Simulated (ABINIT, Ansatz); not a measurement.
# Quasiparticle gap of NaCl (Fm-3m) in ABINIT

Aim: the G0W0 gap of NaCl (Fm-3m) on PBE, step by step.

Main program and level: ABINIT 10.8.3; PBE and many-body steps on it, plane waves.

The database entry behind the starting cell differs from later determinations by our own check (an axis about 0.4 % short against later determinations), so it need not match the best structure at ambient conditions.

### 1. Set-up

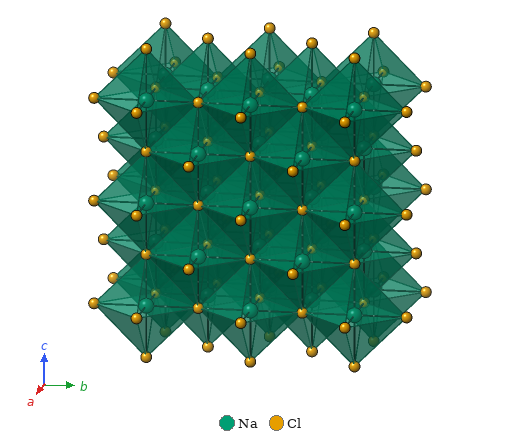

Start, viewed slightly off an axis; sodium teal, chlorine orange. 1×2×2 cells are drawn. This picture shows the conventional cell, with its axes. Some periodic images of atoms are drawn too.

Structure file:

```cif
data_structure
_symmetry_space_group_name_H-M 'Fm-3m'
_symmetry_Int_Tables_number 225
_cell_length_a 5.6200
_cell_length_b 5.6200
_cell_length_c 5.6200
_cell_angle_alpha 90.000
_cell_angle_beta 90.000
_cell_angle_gamma 90.000
_cell_volume 177.50
loop_
_atom_site_label
_atom_site_type_symbol
_atom_site_symmetry_multiplicity
_atom_site_Wyckoff_symbol
_atom_site_fract_x
_atom_site_fract_y
_atom_site_fract_z
_atom_site_occupancy
Na1 Na 4 a 0.00000 0.00000 0.00000 1
Cl1 Cl 4 b 0.50000 0.00000 0.00000 1
```

The cell and positions come from the Crystallography Open Database and are kept as given unless a step says otherwise.

### 2. Ground state

This step: ABINIT 10.8.3; DFT, PBE, plane waves, norm-conserving pseudopotentials.

The ground-state density comes first.

Input file run.abi:

```
acell 3*1.0 Angstrom
rprim 
  0.000000000000 2.810000000000 2.810000000000
  2.810000000000 0.000000000000 2.810000000000
  2.810000000000 2.810000000000 0.000000000000
ntypat 2
znucl 11 17
natom 2
typat 1 2
xred 
  0.000000000000 0.000000000000 0.000000000000
  0.500000000000 0.500000000000 0.500000000000
pp_dirpath "pseudos"
pseudos "Na.upf, Cl.upf"
ecut 38
ngkpt 6 6 6
nshiftk 1
shiftk 0 0 0
kptopt 1
chksymbreak 0
nband 13
occopt 1
tolvrs 1e-10
nstep 60
prtwf 0
optforces 0
optstress 0
indata_prefix "in"
outdata_prefix "out"
tmpdata_prefix "tmp"
```

Launch:

```
OMP_NUM_THREADS=1 mpirun -n 4 abinit run.abi > log
```

Numbers of over 12 decimals in the logs are rounded to 6 here.

The program printed:

```text
.Version 10.8.3 of ABINIT. v10.8.2 released Aug 2026.

 Symmetries : space group Fm -3 m (#225); Bravais cF (face-center cubic)
================================================================================
 Values of the parameters that define the memory need of the present run
     intxc =       0    ionmov =       0      iscf =       7    lmnmax =       6
     lnmax =       6     mgfft =      45  mpssoang =       3    mqgrid =    3001
     natom =       2  nloc_mem =       1    nspden =       1   nspinor =       1
    nsppol =       1      nsym =      48    n1xccc =    2501    ntypat =       2
    occopt =       1   xclevel =       2
-    mband =          13        mffmem =           1         mkmem =           4
       mpw =        3377          nfft =       91125          nkpt =          16
================================================================================
  Rough estimation (10% accuracy) of disk space for files :
================================================================================

--------------------------------------------------------------------------------
------------- Echo of variables that govern the present computation ------------
--------------------------------------------------------------------------------
 -outvars: echo values of preprocessed input variables --------
            acell      1.8897261259E+00  1.8897261259E+00  1.8897261259E+00 Bohr

      chksymbreak           0
             ecut      3.80000000E+01 Hartree
-          fftalg         312

              ixc     -101130
              kpt      0.00000000E+00  0.00000000E+00  0.00000000E+00
                       1.66666667E-01  0.00000000E+00  0.00000000E+00
                       3.33333333E-01  0.00000000E+00  0.00000000E+00
                       5.00000000E-01  0.00000000E+00  0.00000000E+00
                       1.66666667E-01  1.66666667E-01  0.00000000E+00
                       3.33333333E-01  1.66666667E-01  0.00000000E+00
                       5.00000000E-01  1.66666667E-01  0.00000000E+00
                      -3.33333333E-01  1.66666667E-01  0.00000000E+00
                      -1.66666667E-01  1.66666667E-01  0.00000000E+00
   [... 5 further rows ...]
                      -3.33333333E-01  3.33333333E-01  1.66666667E-01
                      -3.33333333E-01  5.00000000E-01  1.66666667E-01
         kptrlatt        6    0    0      0    6    0      0    0    6
          kptrlen      4.50579507E+01
P           mkmem           4
            natom           2
            nband          13
            ngfft          45      45      45
             nkpt          16
            nstep          60
             nsym          48
           ntypat           2
              occ      2.000000  2.000000  2.000000  2.000000  2.000000  2.000000
                       2.000000  2.000000  0.000000  0.000000  0.000000  0.000000
                       0.000000
        optforces           0
        optstress           0
            prtwf           0
            rprim      0.0000000000E+00  2.8100000000E+00  2.8100000000E+00
[...]
spgroup         225

           tolvrs      1.00000000E-10

             xred      0.0000000000E+00  0.0000000000E+00  0.0000000000E+00
[...]
znucl       11.00000   17.00000

================================================================================

 chkinp: Checking input parameters for consistency.

================================================================================
== DATASET  1 ==================================================================
-   mpi_nproc: 4, omp_nthreads: 1 (-1 if OMP is not activated)

--- !DatasetInfo
iteration_state: {dtset: 1, }
dimensions: {natom: 2, nkpt: 16, mband: 13, nsppol: 1, nspinor: 1, nspden: 1, mpw: 3377, }
cutoff_energies: {ecut:  38.0, pawecutdg:  -1.0, }
electrons: {nelect:   1.60000000E+01, charge:   0.00000000E+00, occopt:   1.00000000E+00, tsmear:   1.00000000E-02, }

 Real(R)+Recip(G) space primitive vectors, cartesian coordinates (Bohr,Bohr^-1):
 R(1)=  0.0000000  5.3101304  5.3101304  G(1)= -0.0941596  0.0941596  0.0941596
 R(2)=  5.3101304  0.0000000  5.3101304  G(2)=  0.0941596 -0.0941596  0.0941596
 R(3)=  5.3101304  5.3101304  0.0000000  G(3)=  0.0941596  0.0941596 -0.0941596
 Unit cell volume ucvol=  2.9946465E+02 bohr^3
 Angles (23,13,12)=  6.00000000E+01  6.00000000E+01  6.00000000E+01 degrees

 getcut: wavevector=  0.0000  0.0000  0.0000  ngfft=  45  45  45
         ecut(hartree)=     38.000   => boxcut(ratio)=   2.11142

--- Pseudopotential description ------------------------------------------------
- Na Generated using ONCVPSP code by D. R. Hamann
- 11.00000   9.00000  171031                  znucl, zion, pspdat
12 -101130 1 -1 1992                          pspcod,pspxc,lmax,lloc,mmax
     nproj     2     2     0
  pspatm : epsatm=    9.36084378
         --- l  ekb(1:nproj) -->
[...]
pspatm: atomic psp has been read  and splines computed

- Cl Generated using ONCVPSP code by D. R. Hamann
- 17.00000   7.00000  171031                  znucl, zion, pspdat
12 -101130 2 -1 1028                          pspcod,pspxc,lmax,lloc,mmax
     nproj     2     2     2
  pspatm : epsatm=    9.12776517
         --- l  ekb(1:nproj) -->
[...]
2   -2.938609   -0.805455
 pspatm: atomic psp has been read  and splines computed

   2.95817743E+02                                ecore*ucvol(ha*bohr**3)
--------------------------------------------------------------------------------

_setup2: Arith. and geom. avg. npw (full set) are    3353.282    3353.266

================================================================================

--- !BeginCycle
iteration_state: {dtset: 1, }
solver: {iscf: 7, nstep: 60, nline: 4, wfoptalg: 0, }
tolerances: {tolvrs: 1.00E-10, }

     iter   Etot(hartree)      deltaE(h)  residm     vres2
 ETOT  1  -62.210141125567    -6.221E+01 1.442E-01 1.103E+02
 ETOT  2  -62.245036518895    -3.490E-02 1.735E-03 9.286E+00
 ETOT  3  -62.246103774477    -1.067E-03 3.238E-04 4.789E-01
 ETOT  4  -62.246123365856    -1.959E-05 5.804E-05 4.443E-02
 ETOT  5  -62.246124953469    -1.588E-06 3.161E-05 2.052E-03
 ETOT  6  -62.246125381955    -4.285E-07 1.100E-05 3.957E-05
 ETOT  7  -62.246125384849    -2.894E-09 4.661E-05 3.905E-07
 ETOT  8  -62.246125384858    -8.711E-12 2.216E-05 1.135E-08
 ETOT  9  -62.246125384855     2.267E-12 7.450E-05 3.136E-11

 At SCF step    9       vres2   =  3.14E-11 < tolvrs=  1.00E-10 =>converged.

--- !ResultsGS
iteration_state: {dtset: 1, }
comment   : Summary of ground state results
lattice_vectors:
- [  0.0000000,   5.3101304,   5.3101304, ]
- [  5.3101304,   0.0000000,   5.3101304, ]
- [  5.3101304,   5.3101304,   0.0000000, ]
lattice_lengths: [   7.50966,    7.50966,    7.50966, ]
lattice_angles: [ 60.000,  60.000,  60.000, ] # degrees, (23, 13, 12)
lattice_volume:   2.9946465E+02
convergence: {deltae:  2.267E-12, res2:  3.136E-11, residm:  7.450E-05, diffor:  0.000E+00, }
etotal    :  -6.22461254E+01
entropy   :   0.00000000E+00
fermie    :  -1.97941144E-02
cartesian_stress_tensor: null
pressure_GPa: null
xred      :
- [  0.0000E+00,   0.0000E+00,   0.0000E+00, Na]
- [  5.0000E-01,   5.0000E-01,   5.0000E-01, Cl]
cartesian_forces: null
force_length_stats: {min: null, max: null, mean: null, }

 Integrated electronic density in atomic spheres:
 ------------------------------------------------
 Atom  Sphere_radius  Integrated_density
    1        2.00000          7.93502278
    2        2.00000          5.09664831
================================================================================

 ----iterations are completed or convergence reached----

 Mean square residual over all n,k,spin=   35.874E-08; max=  74.497E-06
 reduced coordinates (array xred) for    2 atoms
       0.000000000000      0.000000000000      0.000000000000
       0.500000000000      0.500000000000      0.500000000000
 rms dE/dt=  0.0000E+00; max dE/dt=  0.0000E+00; dE/dt below (all hartree)
    1       0.000000000000      0.000000000000      0.000000000000
    2       0.000000000000      0.000000000000      0.000000000000

 cartesian coordinates (angstrom) at end:
    1      0.000000     0.000000     0.000000
    2      2.810000     2.810000     2.810000
 length scales=  1.889726125908  1.889726125908  1.889726125908 bohr
              =  1.000000000000  1.000000000000  1.000000000000 angstroms
 prteigrs : about to open file out_EIG
 Fermi (or HOMO) energy (hartree) =  -0.01979   Average Vxc (hartree)=  -0.30314
 Eigenvalues (hartree) for nkpt=  16  k points:
 kpt#   1, nband= 13, wtk=  0.00463, kpt=  0.0000  0.0000  0.0000 (reduced coord)
  -1.81703   -0.78519   -0.78519   -0.78519   -0.48579   -0.01979   -0.01979   -0.01979
   0.16946    0.38673    0.38673    0.38673    0.46359
 prteigrs : prtvol=0 or 1, do not print more k-points.

--- !EnergyTerms
iteration_state     : {dtset: 1, }
comment             : Components of total free energy in Hartree
kinetic             :  3.34862313071809E+01
hartree             :  2.06310918540452E+01
xc                  : -1.14207246721135E+01
Ewald energy        : -3.45254426906187E+01
psp_core            :  9.87821926770297E-01
local_psp           : -5.87905077046436E+01
non_local_psp       : -1.26145954054759E+01
total_energy        : -6.22461253848553E+01
total_energy_eV     : -1.69380336016306E+03
band_energy         : -9.59497912475699E+00

== END DATASET(S) ==============================================================
================================================================================

 -outvars: echo values of variables after computation  --------
           etotal     -6.2246125385E+01
            nband          13
             nkpt          16
          spgroup         225
 [... the other variables as echoed above ...]

 Calculation completed.
```

Wall time 8.8 s (4 MPI ranks of Arm Neoverse V1, shared host); peak memory 0.32 GiB; 35 s of CPU time.

This step gave:

- total energy: -1693.8034 eV
- gap: 5.150 eV
- k of the valence top: 0, 0, 0
- k of the conduction bottom: 0, 0, 0
- least direct gap: 5.150 eV

The gap is direct, at Γ.

(Part 1 of 3 ends here.)

[Paths, hosts, dates, memory and timing lines, banners, echoed tables and standing remarks are left out of the program output.]

[Logs are printed without paths, hosts, clocks, repeated set-up lines and the standing remarks that a program may print on its own settings, such as how far it seeks lower states.]

[Runs of the session that timed out or met a known fault of the program may be left out.]

[Hosts, paths, dates, database ids (printed as entryN), source tags and the programs' standing remarks are cut or masked in the printed files.]

[G0W0 gaps are taken among the corrected bands and points alone; a level outside them can change the order at an edge.]

[Where Ansatz stands beside ABINIT at settings called matched, ABINIT's density can come from a denser mesh and the files from another edition; pairs whose starting gaps differed by over 0.03 eV were left out, so agreement reads better than it is.]
